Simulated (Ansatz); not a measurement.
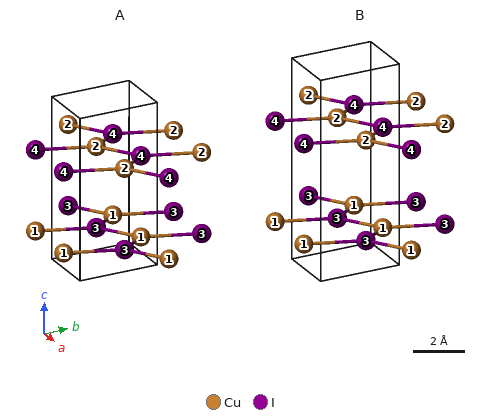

Two geometries of crystalline CuI (built on the h-MgO (five-fold) type), drawn at one scale. One is the start of a relaxation, the other its converged end. A ball-and-stick model of the cell of the calculation, repeated 2 × 1 × 1 with one cell outlined, seen slightly off an axis.

All numbers below come from Ansatz, DFT, LDA, plane waves, PAW. Set-up: plane-wave cutoff 420 eV; k-point mesh 6 × 6 × 4; occupations fermi dirac; smearing width 0.02 eV; no spin polarisation; cell and atoms relaxed; force threshold 0.005 eV/Å.

Q: Which geometry has the lower energy?

A: Structure A is the relaxed one. The atoms keep their places relative to the cell (all moves are under 0.005 Å). Cell: a = b 4.390 → 4.301 Å (−2.0 %), c 8.096 → 6.539 Å (−19.2 %). Volume −22.5 %. Among the contacts that change: Cu1–I3 2.535 → 2.483 Å. The space group stays P6_3/mmc (No. 194). After 6 accepted moves (7 points after the start) the energy has fallen by 76.1 meV per atom. All forces vanish by symmetry, so only the cell relaxes. The pressure goes from −3.56 to −0.02 GPa. The SCF was repeated once at an unchanged geometry on a basis and grid sized afresh for the cell, which shifted the energy by 1.3 meV per atom at most. The run took roughly 60 core-seconds on a shared host.
